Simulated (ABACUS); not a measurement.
# Band-structure run of SnO (part 1 of 2)

SnO (4 atoms in the cell), computed with Kohn-Sham DFT of a periodic cell, r2SCAN, SG15 ONCV 1.2 PBE, no spin polarisation (ABACUS 3.10.1).

The structure derives from a Materials Project entry. It belongs to a series of runs on one base structure; here: bands on the converged density.

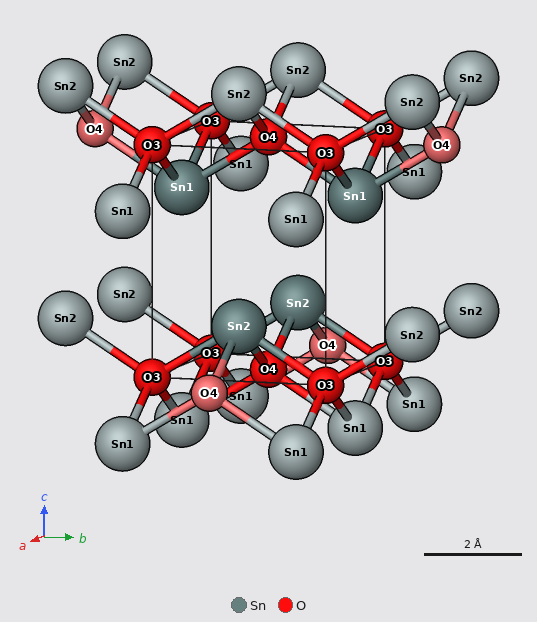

**Figure 1.** The input geometry (ball-and-stick view of the cell of the calculation, seen slightly off an axis; neighbours outside the cell are drawn fainter; atoms are numbered from 1 in the order of the input). An atom can appear more than once, as a periodic image. Near neighbours in the periodic cell (some may lie outside the picture): Sn has 4 O at 2.23 Å; O has 4 Sn at 2.23 Å.

**Summary**

| quantity | value |
| --- | --- |
| outcome | converged |
| space group (tolerance 0.01 Å) | P4/nmm (129) |
| electrons treated | 40 |
| Fermi energy | 11.089 eV |
| gap on the band path | 0.55 eV |
| hardware | 4 threads of Intel Xeon @ 2.50GHz (Skylake/Cascade Lake), 32 GiB of memory available, shared host |
| wall time | 2.1 min (CPU time 8.6 min) |
| peak memory | 0.92 GiB |

**The input**
```
INPUT_PARAMETERS
suffix              SnO
calculation         nscf
basis_type          pw
pseudo_dir          ./
symmetry            -1
dft_functional      MGGA_X_R2SCAN+MGGA_C_R2SCAN
ecutwfc             97.0
pseudo_rcut         7
nspin               1
nbands              30
ks_solver           dav
smearing_method     fd
smearing_sigma      0.00367493
scf_thr             1e-08
scf_nmax            100
mixing_type         broyden
mixing_beta         0.7
mixing_tau          1
init_chg            file
pw_diag_thr         1e-07
out_band            1
kpar                4
```

**File STRU**
```
ATOMIC_SPECIES
Sn 118.7100 Sn_ONCV_PBE-1.2.upf
O 15.9990 O_ONCV_PBE-1.2.upf

LATTICE_CONSTANT
1.8897261246

LATTICE_VECTORS
3.8136952200 0.0000000000 0.0000000000
0.0000000000 3.8136952200 0.0000000000
0.0000000000 0.0000000000 4.8869133000

ATOMIC_POSITIONS
Direct

Sn
0.0
2
0.5000000000 0.0000000000 0.7646261400 1 1 1
0.0000000000 0.5000000000 0.2353738600 1 1 1

O
0.0
2
0.0000000000 0.0000000000 0.0000000000 1 1 1
0.5000000000 0.5000000000 0.0000000000 1 1 1
```

**File KPT**
```
K_POINTS
12
Line
0.00000000 0.00000000 0.00000000 10 // G
0.00000000 0.50000000 0.00000000 10 // X
0.50000000 0.50000000 0.00000000 10 // M
0.00000000 0.00000000 0.00000000 10 // G
0.00000000 0.00000000 0.50000000 10 // Z
0.00000000 0.50000000 0.50000000 10 // R
0.50000000 0.50000000 0.50000000 10 // A
0.00000000 0.00000000 0.50000000 1 // Z
0.00000000 0.50000000 0.00000000 10 // X
0.00000000 0.50000000 0.50000000 1 // R
0.50000000 0.50000000 0.00000000 10 // M
0.50000000 0.50000000 0.50000000 1 // A
```

Run as:
```bash
OMP_NUM_THREADS=1 mpirun -np 4 abacus > log
```

**The program's output**
```
ABACUS v3.10.1

               Atomic-orbital Based Ab-initio Computation at UStc

 ------------------------------------------------------------------------------------

 READING GENERAL INFORMATION
                           global_out_dir = OUT.SnO/
                           global_in_card = INPUT
                               pseudo_dir = ./
                              orbital_dir =
                                    DSIZE = 4
                                    GSIZE = 1

 READING UNITCELL INFORMATION
                                    ntype = 2
                  lattice constant (Bohr) = 1.88973
              lattice constant (Angstrom) = 1

 READING ATOM TYPE 1
                               atom label = Sn
                      L=0, number of zeta = 1
                      L=1, number of zeta = 1
                      L=2, number of zeta = 1
             number of atom for this type = 2

 READING ATOM TYPE 2
                               atom label = O
                      L=0, number of zeta = 1
                      L=1, number of zeta = 1
                      L=2, number of zeta = 1
             number of atom for this type = 2

                        TOTAL ATOM NUMBER = 4
DIRECT COORDINATES
    atom                   x                   y                   z     mag                  vx                  vy                  vz
taud_Sn1            0.5000000000        0.0000000000        0.7646261400  0.0000        0.0000000000        0.0000000000        0.0000000000
taud_Sn2            0.0000000000        0.5000000000        0.2353738600  0.0000        0.0000000000        0.0000000000        0.0000000000
taud_O1            0.0000000000        0.0000000000        0.0000000000  0.0000        0.0000000000        0.0000000000        0.0000000000
taud_O2            0.5000000000        0.5000000000        0.0000000000  0.0000        0.0000000000        0.0000000000        0.0000000000

                          Volume (Bohr^3) = 479.649
                             Volume (A^3) = 71.0765

 Lattice vectors: (Cartesian coordinate: in unit of a_0)
              +3.8137                  +0                  +0
                   +0             +3.8137                  +0
                   +0                  +0            +4.88691
 Reciprocal vectors: (Cartesian coordinate: in unit of 2 pi/a_0)
            +0.262213                  -0                  +0
                   -0           +0.262213                  -0
                   +0                  -0           +0.204628
 The esolver type has been set to : ksdft_pw

                PAO radial cut off (Bohr) = 7

 Read in pseudopotential file is Sn_ONCV_PBE-1.2.upf
                     pseudopotential type = NC
          exchange-correlation functional = PBE
                 nonlocal core correction = 0
                        valence electrons = 14
                                     lmax = 2
                           number of zeta = 0
                     number of projectors = 6
                           L of projector = 0
                           L of projector = 0
                           L of projector = 1
                           L of projector = 1
                           L of projector = 2
                           L of projector = 2
 XC functional updated to : MGGA_X_R2SCAN+MGGA_C_R2SCAN
          exchange-correlation functional = MGGA_X_R2SCAN+MGGA_C_R2SCAN
                PAO radial cut off (Bohr) = 7

 Read in pseudopotential file is O_ONCV_PBE-1.2.upf
                     pseudopotential type = NC
          exchange-correlation functional = PBE
                 nonlocal core correction = 0
                        valence electrons = 6
                                     lmax = 1
                           number of zeta = 0
                     number of projectors = 4
                           L of projector = 0
                           L of projector = 0
                           L of projector = 1
                           L of projector = 1
 XC functional updated to : MGGA_X_R2SCAN+MGGA_C_R2SCAN
          exchange-correlation functional = MGGA_X_R2SCAN+MGGA_C_R2SCAN
     initial pseudo atomic orbital number = 0

 SETUP THE ELECTRONS NUMBER
            electron number of element Sn = 14
      total electron number of element Sn = 28
             electron number of element O = 6
       total electron number of element O = 12
            AUTOSET number of electrons:  = 40
                           occupied bands = 20
                                   NBANDS = 30
                                   NLOCAL = 36

%%%%%%%%%%%%%%%%%%%%%%%%%%%%%%%%%%%%%%%%%%%%%%%%%%%%%%%%%%%%%%%%%%%%%%%%%%%%%%%%%%%%%%%%%%%%%%%%%%%%%%%%%%
 Warning: the number of valence electrons in pseudopotential > 4 for Sn: [Kr] 4d10 5s2 5p2
 Pseudopotentials with additional electrons can yield (more) accurate outcomes, but may be less efficient.
 If you're confident that your chosen pseudopotential is appropriate, you can safely ignore this warning.
%%%%%%%%%%%%%%%%%%%%%%%%%%%%%%%%%%%%%%%%%%%%%%%%%%%%%%%%%%%%%%%%%%%%%%%%%%%%%%%%%%%%%%%%%%%%%%%%%%%%%%%%%%

 SETUP THE PLANE WAVE BASIS
 energy cutoff for charge/potential (unit:Ry) = 388
            fft grid for charge/potential = [ 45, 45, 60 ]
                        fft grid division = [ 1, 1, 1 ]
        big fft grid for charge/potential = [ 45, 45, 60 ]
                                     nbxx = 121500
                                     nrxx = 121500

 SETUP PLANE WAVES FOR CHARGE/POTENTIAL
                    number of plane waves = 61877
                         number of sticks = 1605

 PARALLEL PW FOR CHARGE/POTENTIAL
     PROC   COLUMNS(POT)             PW
        1           1605          61877
 --------------- sum -------------------
        1           1605          61877
                            number of |g| = 3698
                                  max |g| = 35.088
                                  min |g| = 0

----------- Double Check Mixing Parameters Begin ------------
mixing_type: broyden
mixing_beta: 0.7
mixing_gg0: 1
mixing_gg0_min: 0.1
mixing_ndim: 8
----------- Double Check Mixing Parameters End ------------

 SETUP K-POINTS
                                    nspin = 1
                                   nkstot = 93
K-POINTS DIRECT COORDINATES
 KPOINTS    DIRECT_X    DIRECT_Y    DIRECT_Z  WEIGHT
       1  0.00000000  0.00000000  0.00000000  1.0000
       2  0.00000000  0.05000000  0.00000000  1.0000
       3  0.00000000  0.10000000  0.00000000  1.0000
       4  0.00000000  0.15000000  0.00000000  1.0000
       5  0.00000000  0.20000000  0.00000000  1.0000
       6  0.00000000  0.25000000  0.00000000  1.0000
       7  0.00000000  0.30000000  0.00000000  1.0000
       8  0.00000000  0.35000000  0.00000000  1.0000
       9  0.00000000  0.40000000  0.00000000  1.0000
      10  0.00000000  0.45000000  0.00000000  1.0000
      11  0.00000000  0.50000000  0.00000000  1.0000
      12  0.05000000  0.50000000  0.00000000  1.0000
      13  0.10000000  0.50000000  0.00000000  1.0000
      14  0.15000000  0.50000000  0.00000000  1.0000
      15  0.20000000  0.50000000  0.00000000  1.0000
      16  0.25000000  0.50000000  0.00000000  1.0000
      17  0.30000000  0.50000000  0.00000000  1.0000
      18  0.35000000  0.50000000  0.00000000  1.0000
      19  0.40000000  0.50000000  0.00000000  1.0000
      20  0.45000000  0.50000000  0.00000000  1.0000
      21  0.50000000  0.50000000  0.00000000  1.0000
      22  0.45000000  0.45000000  0.00000000  1.0000
      23  0.40000000  0.40000000  0.00000000  1.0000
      24  0.35000000  0.35000000  0.00000000  1.0000
      25  0.30000000  0.30000000  0.00000000  1.0000
      26  0.25000000  0.25000000  0.00000000  1.0000
      27  0.20000000  0.20000000  0.00000000  1.0000
      28  0.15000000  0.15000000  0.00000000  1.0000
      29  0.10000000  0.10000000  0.00000000  1.0000
      30  0.05000000  0.05000000  0.00000000  1.0000
[... 63 further k points ...]

           k-point number in this process = 24
       minimum distributed K point number = 23

[... K-POINTS CARTESIAN COORDINATES: 24 rows ...]

[... K-POINTS DIRECT COORDINATES: 24 rows ...]

 SETUP PLANE WAVES FOR WAVE FUNCTIONS
     energy cutoff for wavefunc (unit:Ry) = 97
              fft grid for wave functions = [ 45, 45, 60 ]
                    number of plane waves = 9223
                         number of sticks = 441

 PARALLEL PW FOR WAVE FUNCTIONS
     PROC   COLUMNS(POT)             PW
        1            441           9223
 --------------- sum -------------------
        1            441           9223

 SETUP NONLOCAL PSEUDOPOTENTIALS IN PLANE WAVE BASIS
 Sn non-local projectors:
 projector 1 L=0
 projector 2 L=0
 projector 3 L=1
 projector 4 L=1
 projector 5 L=2
 projector 6 L=2
 O non-local projectors:
 projector 1 L=0
 projector 2 L=0
 projector 3 L=1
 projector 4 L=1
      TOTAL NUMBER OF NONLOCAL PROJECTORS = 52

 Init Non-Local PseudoPotential table :
 Init Non-Local-Pseudopotential done.

                                     npwx = 7765

 -------------------------------------------
 NONSELF-CONSISTENT
 -------------------------------------------
                                 init_chg = file
 try to read charge from file
 Read in the charge density: OUT.SnO//SnO-CHARGE-DENSITY.restart
 try to read kinetic energy density from file
 Read in the kinetic energy density: OUT.SnO//SnO-TAU-DENSITY.restart

 PW ALGORITHM --------------- ION=   1  ELEC=   1--------------------------------

 k(1/93) Iter steps (avg)=17 threshold=1e-07

 k(2/93) Iter steps (avg)=18 threshold=1e-07
 k(3/93) Iter steps (avg)=17 threshold=1e-07

 k(4/93) Iter steps (avg)=19 threshold=1e-07
```
